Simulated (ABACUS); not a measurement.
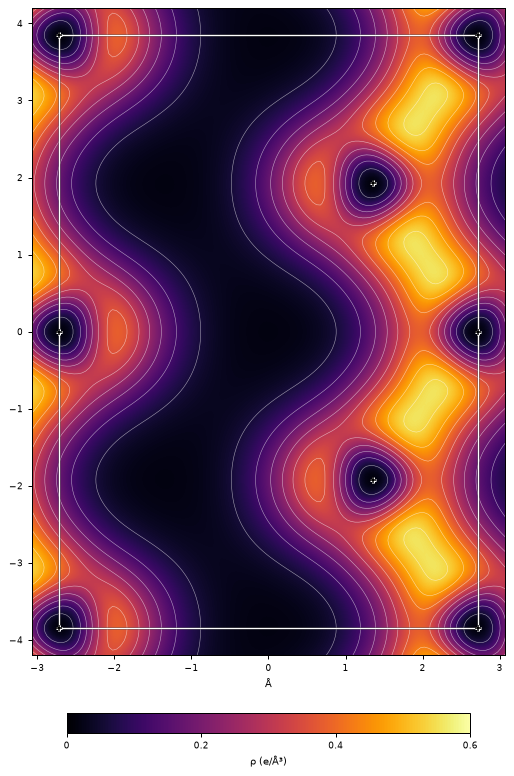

The valence charge density (pseudo) on a plane through atoms (crosses mark nuclei in the plane).

All numbers below come from Kohn-Sham DFT of a periodic cell, HSE-type, SG15 ONCV 1.2 PBE (ABACUS).

Candidates:
A. TePb, a = 6.46 Å, b = 6.46 Å, c = 6.46 Å, α = 90.00°, β = 90.00°, γ = 90.00°. Space group Fm-3m.
B. Si, a = 5.44 Å, b = 5.44 Å, c = 5.44 Å, α = 90.00°, β = 90.00°, γ = 90.00°. Space group Fd-3m; a structure from a database of computed crystals, not necessarily the ambient phase.
C. C, a = 3.57 Å, b = 3.57 Å, c = 3.57 Å, α = 90.00°, β = 90.00°, γ = 90.00°. Space group Fd-3m.

Which candidate gave the map?

Candidate B: Si on the (110) plane of the conventional cell, which holds Si. Si–Si (2.36 Å): ρ at the midpoint is about 0.56 e/Å³.
